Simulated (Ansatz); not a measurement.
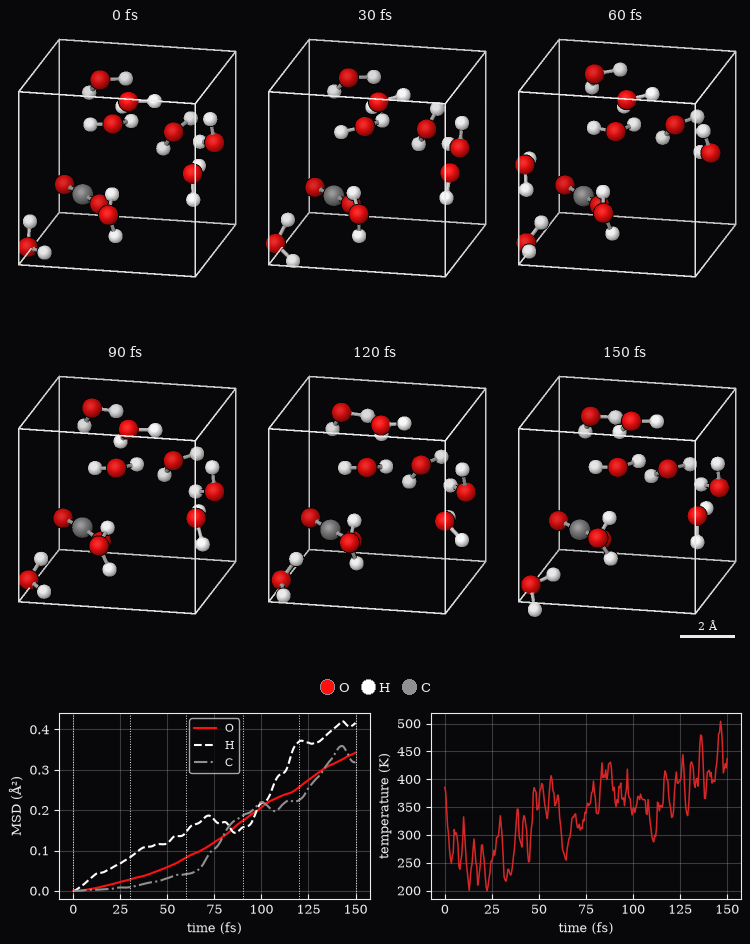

A Born-Oppenheimer molecular dynamics run of a periodic cell with 8 H2O + 1 CO2 at 1.021 g/cm³, 150 fs long. Frames and the history of the run. The picture is a ball-and-stick view of the simulation cell, seen from a free direction. Atoms that leave the cell re-enter on the other side.

The calculation used DFT PBE-D3(BJ), scalar-relativistic, plane waves, PAW (Ansatz 0.2.0). Run with plane-wave cutoff 420 eV; k-point mesh 1 × 1 × 1; Fermi-Dirac smearing 0.05 eV; Langevin thermostat (NVT); set temperature 400 K; time step 0.5 fs; friction 0.02 per fs.

> What do the frames and curves show?

Root-mean-square distances from the starting positions over the second half, with the common drift of all atoms taken out: H 0.54 Å, O 0.49 Å, C 0.48 Å. The heavy atoms stay within a fraction of a molecule's size of their starting places; so short a run doesn't tell a liquid from a solid. The mean temperature in the second half is 383 K (standard deviation 41 K). The potential energy is still drifting at the end, so the run hasn't reached equilibrium. The potential energy in the second half lies on average 35.4 meV per atom above the first frame.

Limits of the set-up: the periodic images lie only 6.7 Å apart, so the values are limited by the cell's size.
